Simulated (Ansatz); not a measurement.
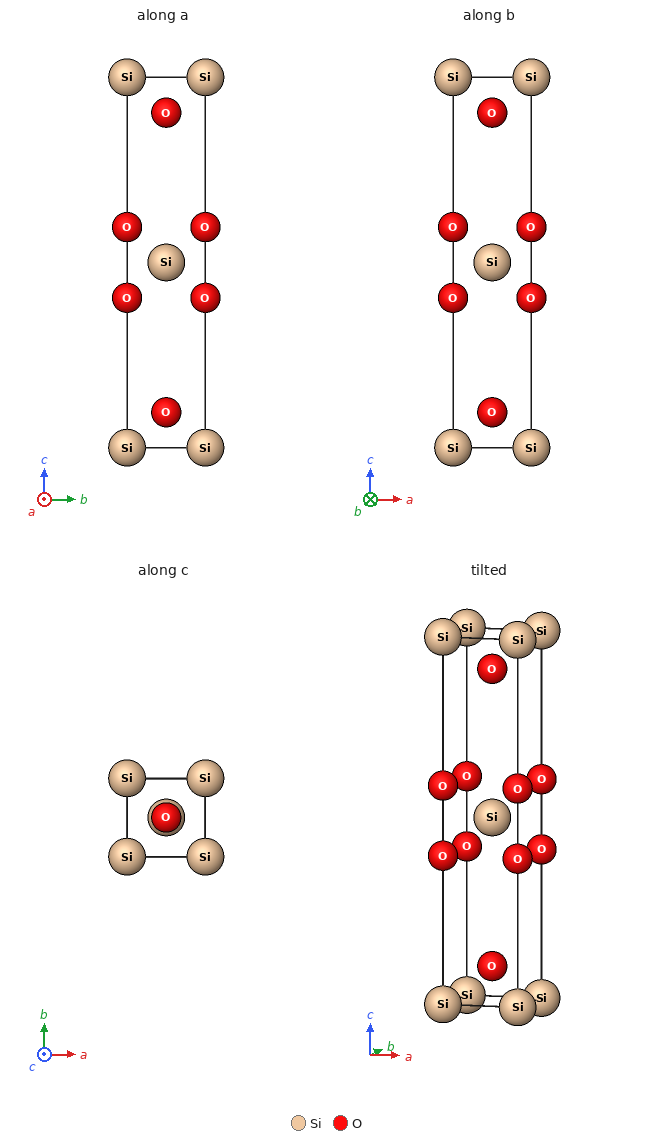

View along the a axis, along the b axis, along the c axis and slightly off an axis, drawn as a spheres-only model. The wireframe shows the conventional unit cell.

Lattice parameters: a = 2.410 Å, b = 2.410 Å, c = 11.391 Å, α = 90.00°, β = 90.00°, γ = 90.00°. Put a along x and b in the xy plane.

### Convert the drawing into a POSCAR file, with free fractional coordinates to two decimals.

```
Si O
1.0
     2.410    0.000    0.000
     0.000    2.410    0.000
     0.000    0.000   11.391
Si O
2 4
Direct
  0.00 0.00 0.00
  0.50 0.50 0.50
  0.50 0.50 0.10
  0.00 0.00 0.40
  0.00 0.00 0.60
  0.50 0.50 0.90
```

It goes back to a textbook structure type filled with these elements (whether it is the usual form wasn't checked). This is the structure after a relaxation with DFT PBE, scalar-relativistic, plane waves, PAW (Ansatz).
